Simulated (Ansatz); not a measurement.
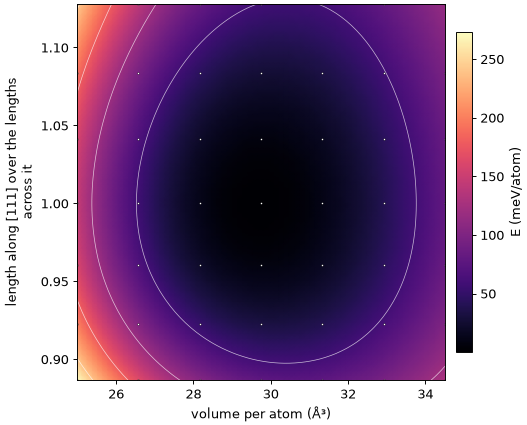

CdSe (F-43m, No. 216; 2 atoms in the cell). The energy is mapped over volume and the cell's shape. Coordinates scanned: (1) volume per atom; (2) length along [111] over the lengths across it, relative to the cubic cell. Nothing is relaxed (fractional coordinates fixed). The scan uses a 7 × 7 grid. Points are written as (first, second). Energies are in meV/atom, from the lowest grid point. The calculation used DFT PBE, scalar-relativistic, plane waves, PAW (Ansatz). Settings: cutoff 420 eV, k-mesh 10×10×10, gaussian smearing 0.05 eV, no spin polarisation.

In the figure: a smooth colour map with a few white contour lines, dots at the grid points. Between grid points the surface is interpolated.

The lowest grid point is at (29.75 Å³, 1.000). No other kind of well shows on this grid. The highest grid point, (24.99 Å³, 0.886), lies 273 meV/atom above the lowest. Round the minimum the two coordinates are nearly uncoupled.

The level of theory is changed to DFT PBEsol, scalar-relativistic, plane waves, PAW in Ansatz 0.2.0; with it change the cell, relaxed at the new level (first cell vector 4.301 Å, before 4.382 Å); the new grid has 7 × 7 points.

What does this change do to the map?

Answer. The minimum (interpolated where it lies between grid points) moves from (29.75 Å³, 1.000) to (28.13 Å³, 1.000). The curvature at the minimum changes from about 0.019 to 0.023 eV/(Å³)² along volume per atom and from about 19 to 21 eV per unit squared along the second coordinate (per cell).

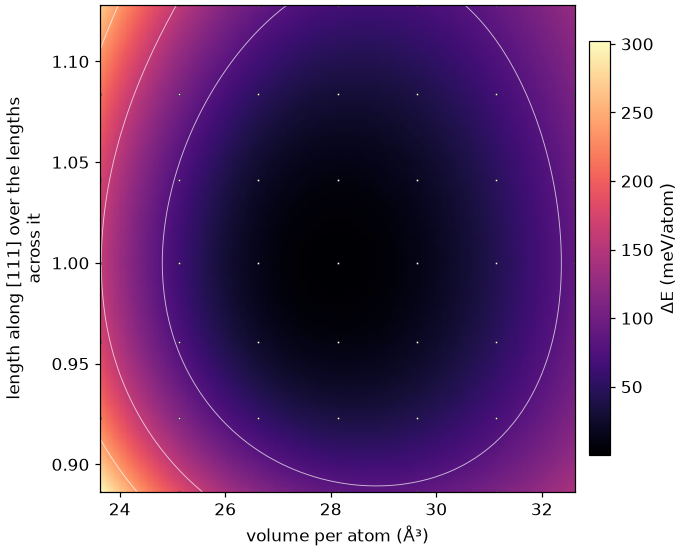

The map after the change, on a colour scale of its own. Drawn: a smooth colour map with a few white contour lines, dots at the grid points. Between grid points the surface is interpolated.
